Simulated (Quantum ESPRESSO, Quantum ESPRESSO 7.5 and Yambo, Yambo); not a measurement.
## A GW chain in Yambo: P (puckered monolayer)

Aim: the G0W0 gap of P (puckered monolayer) on PBE, step by step.

Main program and level: Quantum ESPRESSO 7.5 and Yambo 5.3.0; PBE and many-body steps on it, plane waves.

**Experimental background.**

- Gap 1.7 eV: optical gap from reflectance; reflectance microscopy; 77 K; monolayer (“High Yield Growth and Doping of Black Phosphorus with Tunable Electronic Properties”, 2020, arxiv:2007.09381).

- Gap 1 eV: monolayer transport gap from transistor characteristics; field-effect transistor transfer characteristics; monolayer (quoted in “Exceptional and Anisotropic Transport Properties of Photocarriers in Black Phosphorus”, 2015, arxiv:1503.08525).

- Gap 2.2 eV: quasiparticle gap; monolayer (quoted in “Experimental evidence of monolayer arsenene: An exotic two-dimensional semiconducting material”, 2018, arxiv:1812.05978).

- Gap 1.991 ± 0.036 eV: optical gap, neutral exciton PL emission energy (mean over flakes); low-temperature micro-photoluminescence; monolayer (exfoliated flakes on Si with 300 nm SiO2) on SiO2/Si (“Excitons in atomically thin black phosphorus”, 2016, arxiv:1601.01110).

- Gap 2.102 ± 0.015 eV: optical gap, neutral exciton PL emission energy (mean over flakes); low-temperature micro-photoluminescence; monolayer (exfoliated flakes on Si with about 2 nm native oxide) on Si (“Excitons in atomically thin black phosphorus”, 2016, arxiv:1601.01110).

This is a selection; 2 further reports are not listed.

**1. The structure**

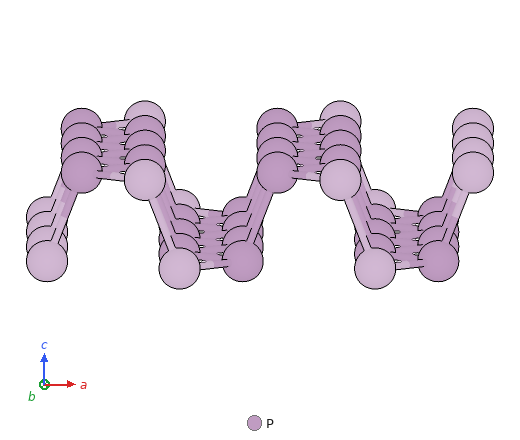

Start, viewed nearly edge on; phosphorus pink. 2×3×1 cells are drawn. Some periodic images of atoms are drawn too.

The cell holds 4 atoms: 4 P. Its edges and angles: a = 4.627 Å, b = 3.304 Å, c = 14.000 Å, α = 90.0°, β = 90.0°, γ = 90.0°. Vacuum lies along c.

Coordinates:

```cif
data_structure
_symmetry_space_group_name_H-M 'P 1'
_symmetry_Int_Tables_number 1
_cell_length_a 4.6272
_cell_length_b 3.3044
_cell_length_c 14.0000
_cell_angle_alpha 90.000
_cell_angle_beta 90.000
_cell_angle_gamma 90.000
_cell_volume 214.06
loop_
_atom_site_label
_atom_site_type_symbol
_atom_site_fract_x
_atom_site_fract_y
_atom_site_fract_z
_atom_site_occupancy
P1 P 0.08877 0.00000 0.57527 1
P2 P 0.41123 0.50000 0.57527 1
P3 P 0.58877 0.50000 0.42473 1
P4 P 0.91123 0.00000 0.42473 1
```

The structure was relaxed with PBE. The runs that relaxed it are not among those shown.

**2. Ground state**

This step: Quantum ESPRESSO 7.5; DFT, PBE, plane waves, norm-conserving pseudopotentials.

The ground-state density comes first.

The input, pw.in:

```
&control
  calculation = 'scf'
  prefix = 'x'
  outdir = 'o'
  pseudo_dir = 'pseudo'
/
&system
  ibrav = 0
  nat = 4
  ntyp = 1
  ecutwfc = 36.0
  nbnd = 16
  force_symmorphic = .true.
/
&electrons
  conv_thr = 1e-10
  electron_maxstep = 80
  mixing_beta = 0.5
/
ATOMIC_SPECIES
  P 30.974 P.upf
CELL_PARAMETERS angstrom
  4.6271599390 0.0000000000 0.0000000000
  0.0000000000 3.3043513630 0.0000000000
  0.0000000000 0.0000000000 14.0000000000
ATOMIC_POSITIONS crystal
  P 0.0887696182 0.0000000000 0.5752654040
  P 0.4112303818 0.5000000000 0.5752654040
  P 0.5887696182 0.5000000000 0.4247346300
  P 0.9112303818 0.0000000000 0.4247346300
K_POINTS automatic
  8 10 1 0 0 0
```

The run is started by

```sh
> OMP_NUM_THREADS=1 mpirun -n 8 pw.x -nk 8 -in pw.in > pw.out
```

Log:

```text
Program PWSCF v.7.5 starts

     This program is part of the open-source Quantum ESPRESSO suite
     for quantum simulation of materials; please cite
         "P. Giannozzi et al., J. Phys.:Condens. Matter 21 395502 (2009);
         "P. Giannozzi et al., J. Phys.:Condens. Matter 29 465901 (2017);
         "P. Giannozzi et al., J. Chem. Phys. 152 154105 (2020);
     in publications or presentations arising from this work. More details at
     Message from routine setup:
     using ibrav=0 with symmetry is DISCOURAGED, use correct ibrav instead

     G-vector sticks info

     bravais-lattice index     =            0
     lattice parameter (alat)  =       8.7441  a.u.
     unit-cell volume          =    1444.5260 (a.u.)^3
     number of atoms/cell      =            4
     number of atomic types    =            1
     number of electrons       =        20.00
     number of Kohn-Sham states=           16
     kinetic-energy cutoff     =      36.0000  Ry
     charge density cutoff     =     144.0000  Ry
     scf convergence threshold =      1.0E-10
     mixing beta               =       0.5000
     number of iterations used =            8  plain     mixing
     Exchange-correlation= PBE
                           (   1   4   3   4   0   0   0)

     celldm(1)=   8.744065  celldm(2)=   0.000000  celldm(3)=   0.000000
     celldm(4)=   0.000000  celldm(5)=   0.000000  celldm(6)=   0.000000

     crystal axes: (cart. coord. in units of alat)
               a(1) = (   1.000000   0.000000   0.000000 )
               a(2) = (   0.000000   0.714121   0.000000 )
               a(3) = (   0.000000   0.000000   3.025614 )

     reciprocal axes: (cart. coord. in units 2 pi/alat)
               b(1) = (  1.000000  0.000000  0.000000 )
               b(2) = (  0.000000  1.400323  0.000000 )
               b(3) = (  0.000000  0.000000  0.330511 )
     Pseudo is Norm-conserving + core correction, Zval =  5.0
     Generated using ONCVPSP code by D. R. Hamann
     Using radial grid of 1298 points,  6 beta functions with:
     P                 5.00    30.97400     P ( 1.00)

      4 Sym. Ops., with inversion, found

   Cartesian axes

     site n.     atom                  positions (alat units)
         1        P      tau(   1) = (   0.0887696   0.0000000   1.7405311  )
         2        P      tau(   2) = (   0.4112304   0.3570604   1.7405311  )
         3        P      tau(   3) = (   0.5887696   0.3570604   1.2850831  )
         4        P      tau(   4) = (   0.9112304   0.0000000   1.2850831  )

     number of k points=    30
                       cart. coord. in units 2pi/alat
        k(    1) = (   0.0000000   0.0000000   0.0000000), wk =   0.0250000
        k(    2) = (   0.0000000   0.1400323   0.0000000), wk =   0.0500000
        k(    3) = (   0.0000000   0.2800646   0.0000000), wk =   0.0500000
        k(    4) = (   0.0000000   0.4200970   0.0000000), wk =   0.0500000
        k(    5) = (   0.0000000   0.5601293   0.0000000), wk =   0.0500000
        k(    6) = (   0.0000000  -0.7001616   0.0000000), wk =   0.0250000
        k(    7) = (   0.1250000   0.0000000   0.0000000), wk =   0.0500000
        k(    8) = (   0.1250000   0.1400323   0.0000000), wk =   0.1000000
        k(    9) = (   0.1250000   0.2800646   0.0000000), wk =   0.1000000
        k(   10) = (   0.1250000   0.4200970   0.0000000), wk =   0.1000000
     [... 18 further rows ...]
        k(   29) = (  -0.5000000   0.5601293   0.0000000), wk =   0.0500000
        k(   30) = (  -0.5000000  -0.7001616   0.0000000), wk =   0.0250000

     Dense  grid:    42135 G-vectors     FFT dimensions: (  36,  24, 108)

     Initial potential from superposition of free atoms

     starting charge      19.9994, renormalised to      20.0000
     Starting wfcs are   16 randomized atomic wfcs

     per-process dynamical memory:    36.8 Mb

     Self-consistent Calculation

     iteration #  1     ecut=    36.00 Ry     beta= 0.50

     Threshold (ethr) on eigenvalues was too large:
     Diagonalizing with lowered threshold

     total energy              =     -55.39353951 Ry
     estimated scf accuracy    <       0.06360606 Ry

     iteration #  2     ecut=    36.00 Ry     beta= 0.50

     total energy              =     -55.39341003 Ry
     estimated scf accuracy    <       0.01166156 Ry

     iteration #  3     ecut=    36.00 Ry     beta= 0.50

     total energy              =     -55.39401512 Ry
     estimated scf accuracy    <       0.00022958 Ry

     iteration #  4     ecut=    36.00 Ry     beta= 0.50

     total energy              =     -55.39410088 Ry
     estimated scf accuracy    <       0.00002297 Ry

     iteration #  5     ecut=    36.00 Ry     beta= 0.50

     total energy              =     -55.39410487 Ry
     estimated scf accuracy    <       0.00000171 Ry

     iteration #  6     ecut=    36.00 Ry     beta= 0.50

     total energy              =     -55.39410532 Ry
     estimated scf accuracy    <       0.00000011 Ry

     iteration #  7     ecut=    36.00 Ry     beta= 0.50

     total energy              =     -55.39410536 Ry
     estimated scf accuracy    <       0.00000002 Ry

     iteration #  8     ecut=    36.00 Ry     beta= 0.50

     total energy              =     -55.39410537 Ry
     estimated scf accuracy    <          8.5E-10 Ry

     iteration #  9     ecut=    36.00 Ry     beta= 0.50

     total energy              =     -55.39410537 Ry
     estimated scf accuracy    <          1.2E-10 Ry

     iteration # 10     ecut=    36.00 Ry     beta= 0.50

     End of self-consistent calculation

          k = 0.0000 0.0000 0.0000 (  5269 PWs)   bands (ev):

   -15.6602 -13.2036  -9.9048  -6.3707  -5.4491  -5.2021  -4.0400  -2.4635
    -2.3761  -0.7382   0.1694   0.9047   1.9161   2.5506   3.7418   3.7988

          k = 0.0000 0.1400 0.0000 (  5272 PWs)   bands (ev):

   -15.5418 -13.0798  -9.9528  -6.2815  -5.5568  -5.0979  -4.6857  -3.1109
    -2.3315  -0.7626   0.2799   1.8741   1.9288   2.8067   3.8741   3.9060

          k = 0.0000 0.2801 0.0000 (  5258 PWs)   bands (ev):

   -15.1890 -12.7095 -10.1976  -6.2147  -6.0304  -5.6813  -4.7943  -3.7875
    -2.2775  -0.9587   0.6014   0.8984   3.2587   3.3621   3.8844   4.2675

          k = 0.0000 0.4201 0.0000 (  5264 PWs)   bands (ev):

     [... further k-points ...]

     highest occupied, lowest unoccupied level (ev):    -0.7382    0.1694

!    total energy              =     -55.39410537 Ry
     estimated scf accuracy    <          6.3E-11 Ry

     The total energy is the sum of the following terms:
     one-electron contribution =    -191.91508283 Ry
     hartree contribution      =      99.77041285 Ry
     xc contribution           =     -16.31287725 Ry
     ewald contribution        =      53.06344186 Ry

     convergence has been achieved in  10 iterations

     XML data file, charge density, pseudopotentials, collected wavefunctions

=------------------------------------------------------------------------------=
   JOB DONE.
=------------------------------------------------------------------------------=
```

Wall time 5.8 s (8 MPI ranks of Intel Xeon 6975P-C (Granite Rapids), shared host); peak memory 0.6 GiB; 43 s of CPU time.

Numbers from this step:

```
total energy               : -753.6752 eV
gap                        : 0.9076 eV
k of the valence top       : 0, 0, 0
k of the conduction bottom : 0, 0, 0
least direct gap           : 0.9076 eV
```

The gap is direct, at Γ.

**3. Bands along the symmetry lines**

The cheap functional maps the bands first; the places of the edges decide which points the dearer methods must see.

The input, pw.in:

```
&control
  calculation = 'bands'
  prefix = 'x'
  outdir = 'o'
  pseudo_dir = 'pseudo'
/
&system
  ibrav = 0
  nat = 4
  ntyp = 1
  ecutwfc = 36.0
  nbnd = 16
  force_symmorphic = .true.
/
&electrons
  conv_thr = 1e-9
  electron_maxstep = 80
  diago_full_acc = .true.
  diago_thr_init = 5e-6
/
ATOMIC_SPECIES
  P 30.974 P.upf
CELL_PARAMETERS angstrom
  4.6271599390 0.0000000000 0.0000000000
  0.0000000000 3.3043513630 0.0000000000
  0.0000000000 0.0000000000 14.0000000000
ATOMIC_POSITIONS crystal
  P 0.0887696182 0.0000000000 0.5752654040
  P 0.4112303818 0.5000000000 0.5752654040
  P 0.5887696182 0.5000000000 0.4247346300
  P 0.9112303818 0.0000000000 0.4247346300
K_POINTS crystal
  33
  0.00000000 0.00000000 0.00000000 1
  0.06250000 0.00000000 0.00000000 1
  0.12500000 0.00000000 0.00000000 1
  0.18750000 0.00000000 0.00000000 1
  0.25000000 0.00000000 0.00000000 1
  0.31250000 0.00000000 0.00000000 1
  0.37500000 0.00000000 0.00000000 1
  0.43750000 0.00000000 0.00000000 1
  0.50000000 0.00000000 0.00000000 1
  0.50000000 0.06250000 0.00000000 1
  0.50000000 0.12500000 0.00000000 1
  0.50000000 0.18750000 0.00000000 1
  0.50000000 0.25000000 0.00000000 1
  0.50000000 0.31250000 0.00000000 1
  0.50000000 0.37500000 0.00000000 1
  0.50000000 0.43750000 0.00000000 1
  0.50000000 0.50000000 0.00000000 1
  0.43750000 0.50000000 0.00000000 1
  0.37500000 0.50000000 0.00000000 1
  0.31250000 0.50000000 0.00000000 1
  0.25000000 0.50000000 0.00000000 1
  0.18750000 0.50000000 0.00000000 1
  0.12500000 0.50000000 0.00000000 1
  0.06250000 0.50000000 0.00000000 1
  0.00000000 0.50000000 0.00000000 1
  0.00000000 0.43750000 0.00000000 1
  0.00000000 0.37500000 0.00000000 1
  0.00000000 0.31250000 0.00000000 1
  0.00000000 0.25000000 0.00000000 1
  0.00000000 0.18750000 0.00000000 1
  0.00000000 0.12500000 0.00000000 1
  0.00000000 0.06250000 0.00000000 1
  0.00000000 0.00000000 0.00000000 1
```

Log:

```text
[banner, memory and clock lines left out]
Program PWSCF v.7.5 starts

     Atomic positions and unit cell read from directory:
     o/x.save/

     Message from routine setup:
     using ibrav=0 with symmetry is DISCOURAGED, use correct ibrav instead

     G-vector sticks info

     bravais-lattice index     =            0
     lattice parameter (alat)  =       8.7441  a.u.
     unit-cell volume          =    1444.5260 (a.u.)^3
     number of atoms/cell      =            4
     number of atomic types    =            1
     number of electrons       =        20.00
     number of Kohn-Sham states=           16
     kinetic-energy cutoff     =      36.0000  Ry
     charge density cutoff     =     144.0000  Ry
     Exchange-correlation= PBE
                           (   1   4   3   4   0   0   0)

     celldm(1)=   8.744065  celldm(2)=   0.000000  celldm(3)=   0.000000
     celldm(4)=   0.000000  celldm(5)=   0.000000  celldm(6)=   0.000000

     crystal axes: (cart. coord. in units of alat)
               a(1) = (   1.000000   0.000000   0.000000 )
               a(2) = (   0.000000   0.714121   0.000000 )
               a(3) = (   0.000000   0.000000   3.025614 )

     reciprocal axes: (cart. coord. in units 2 pi/alat)
               b(1) = (  1.000000  0.000000  0.000000 )
               b(2) = (  0.000000  1.400323  0.000000 )
               b(3) = (  0.000000  0.000000  0.330511 )
     Pseudo is Norm-conserving + core correction, Zval =  5.0
     Generated using ONCVPSP code by D. R. Hamann
     Using radial grid of 1298 points,  6 beta functions with:
     P                 5.00    30.97400     P ( 1.00)

      4 Sym. Ops., with inversion, found

   Cartesian axes

     site n.     atom                  positions (alat units)
         1        P      tau(   1) = (   0.0887696   0.0000000   1.7405311  )
         2        P      tau(   2) = (   0.4112304   0.3570604   1.7405311  )
         3        P      tau(   3) = (   0.5887696   0.3570604   1.2850831  )
         4        P      tau(   4) = (   0.9112304   0.0000000   1.2850831  )

     number of k points=    33
                       cart. coord. in units 2pi/alat
        k(    1) = (   0.0000000   0.0000000   0.0000000), wk =   0.0606061
        k(    2) = (   0.0625000   0.0000000   0.0000000), wk =   0.0606061
        k(    3) = (   0.1250000   0.0000000   0.0000000), wk =   0.0606061
[...]
[... 21 further rows ...]
        k(   32) = (   0.0000000   0.0875202   0.0000000), wk =   0.0606061
        k(   33) = (   0.0000000   0.0000000   0.0000000), wk =   0.0606061

     Dense  grid:    42135 G-vectors     FFT dimensions: (  36,  24, 108)

     The potential is recalculated from file :
     o/x.save/charge-density

     Starting wfcs are   16 randomized atomic wfcs

     Band Structure Calculation

     End of band structure calculation

          k = 0.0000 0.0000 0.0000 (  5269 PWs)   bands (ev):

   -15.6601 -13.2036  -9.9047  -6.3707  -5.4491  -5.2020  -4.0400  -2.4635
    -2.3760  -0.7381   0.1695   0.9047   1.9161   2.5507   3.7418   3.7988

          k = 0.0625 0.0000 0.0000 (  5257 PWs)   bands (ev):

   -15.6414 -13.2302  -9.9112  -6.5143  -5.3576  -5.1214  -4.0255  -2.4769
[...]
k = 0.1250 0.0000 0.0000 (  5241 PWs)   bands (ev):

[...]
k = 0.0000 0.0875 0.0000 (  5252 PWs)   bands (ev):

[...]
k = 0.0000 0.0000 0.0000 (  5269 PWs)   bands (ev):

   -15.6601 -13.2036  -9.9047  -6.3707  -5.4491  -5.2020  -4.0400  -2.4635
    -2.3760  -0.7381   0.1695   0.9047   1.9161   2.5507   3.7418   3.7988

     XML data file, pseudopotentials, collected wavefunctions
```

Wall time 2.9 s (8 MPI ranks); peak memory 0.5 GiB.

This step gave:

```
gap                        : 0.9076 eV
k of the valence top       : 0, 0, 0
k of the conduction bottom : 0, 0, 0
least direct gap           : 0.9076 eV
```

The gap is 0.908 eV, as in the run before at this level.

Electronic bands along the path, in eV, zero at the top of the highest filled band:

| point | band 7 | band 8 | band 9 | band 10 | band 11 | band 12 | band 13 | band 14 |
| --- | --- | --- | --- | --- | --- | --- | --- | --- |
| Γ | -3.30 | -1.73 | -1.64 | 0.00 | 0.91 | 1.64 | 2.65 | 3.29 |
| X | -2.51 | -2.51 | -1.26 | -1.26 | 2.08 | 2.08 | 3.63 | 3.63 |
| S | -4.55 | -4.55 | -1.10 | -1.10 | 2.39 | 2.39 | 3.80 | 3.80 |
| Y | -2.69 | -2.69 | -1.93 | -1.93 | 1.23 | 1.23 | 2.17 | 2.17 |
| Γ | -3.30 | -1.73 | -1.64 | 0.00 | 0.91 | 1.64 | 2.65 | 3.29 |

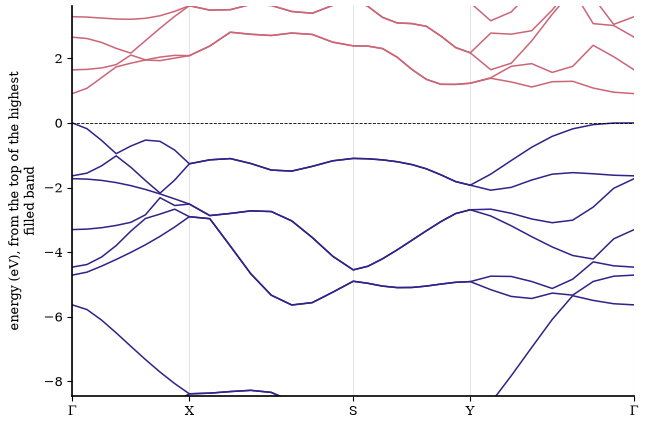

Electronic bands along the path; lines of filled and empty bands in two colours.

(Part 1 of 3 ends here.)

[Paths, hosts, dates, memory and timing lines, banners, echoed tables and standing remarks are left out of the program output.]

[Logs are printed without paths, hosts, clocks, repeated set-up lines and the standing remarks that a program may print on its own settings, such as how far it seeks lower states.]

[Runs of the session that timed out or met a known fault of the program may be left out.]

[Hosts, paths, dates, database ids (printed as entryN), source tags and the programs' standing remarks are cut or masked in the printed files.]
